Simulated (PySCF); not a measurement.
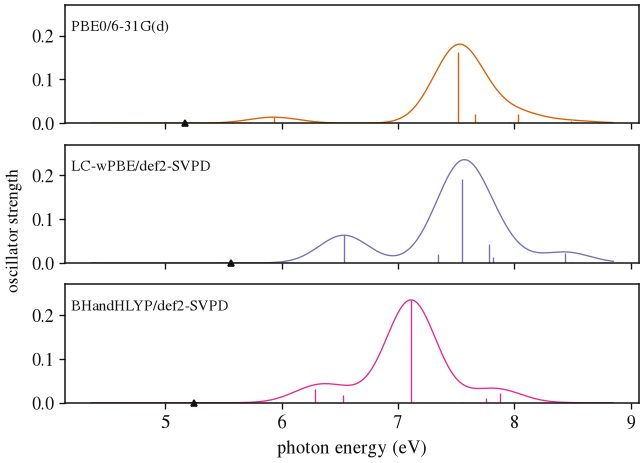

Vertical TDDFT spectra of C₇H₈ (norbornadiene), SMILES C1=C[C@H]2C=C[C@@H]1C2 at one geometry and several levels (PySCF 2.14.0, at a PBE0-D3(BJ)/def2-SVP geometry (no frequency check)); sticks with Gaussians of 1/e half-width 0.30 eV, the triangle marks S1, which has the same leading orbital pair at all these levels. Only the lowest states were computed, so the high end is incomplete. States within 0.01 eV of each other are merged, with their strengths summed. The highest state may be half of a pair whose partner wasn't computed.

How far does S1 move with the level of theory?

From lowest to highest: PBE0/6-31G(d) 5.17 eV, BHandHLYP/def2-SVPD 5.25 eV, LC-wPBE/def2-SVPD 5.57 eV; a spread of 0.40 eV.

Limits of at least one run: 6-31G(d) has no diffuse functions, so states with Rydberg character are missing or too high; core orbitals are frozen in the response; states above the negative HOMO energy depend on the basis.
